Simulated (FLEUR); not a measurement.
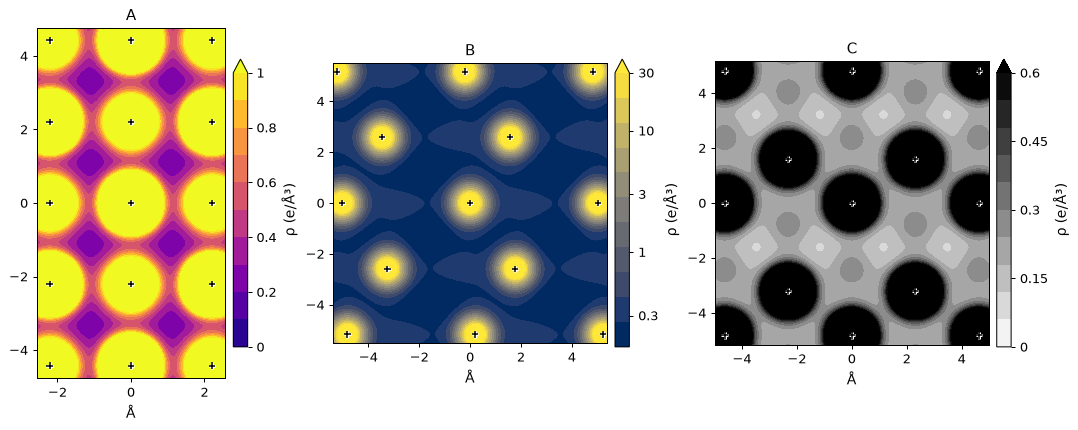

The electron density of 3 systems, each on a plane through atoms (crosses mark nuclei in the plane).

The calculation used Kohn-Sham DFT of a periodic cell, PBEsol, all-electron in FLEUR.

System 1: TaN, the (100) plane of the conventional cell. Space group Fm-3m; a structure from a database of computed crystals, not necessarily the ambient phase.

```
CELL_PARAMETERS angstrom
4.42265 0.00000 0.00000
0.00000 4.42265 0.00000
0.00000 0.00000 4.42265
ATOMIC_POSITIONS crystal
Ta 0.50000 0.00000 0.00000
Ta 0.00000 0.50000 0.00000
Ta 0.00000 0.00000 0.50000
Ta 0.50000 0.50000 0.50000
N 0.00000 0.00000 0.00000
N 0.50000 0.50000 0.00000
N 0.50000 0.00000 0.50000
N 0.00000 0.50000 0.50000
```

System 2: Pd, the (110) plane of the conventional cell. Space group P6₃/mmc; a structure from a database of computed crystals, not necessarily the ambient phase.

```
Pd
1.0
     2.78367    0.00000    0.00000
    -1.39183    2.41072    0.00000
     0.00000    0.00000    4.62889
Pd
2
Direct
  0.33333 0.66667 0.25000
  0.66667 0.33333 0.75000
```

System 3: Ta, the (010) plane of the conventional cell. Space group C2/m; a structure from a database of computed crystals, not necessarily the ambient phase; changed on purpose from its base cell (strain component 4 = 0.04).

### Match each panel to its system.

Panel A is system 1, TaN: the plane holds Ta and N. Ta–N (2.21 Å): ρ is about 0.55 e/Å³ halfway. Panel B is system 3, Ta: the plane holds Ta. Ta–Ta (3.02 Å): the density is about 0.26 e/Å³ at the midpoint. Panel C is system 2, Pd: the plane holds Pd.
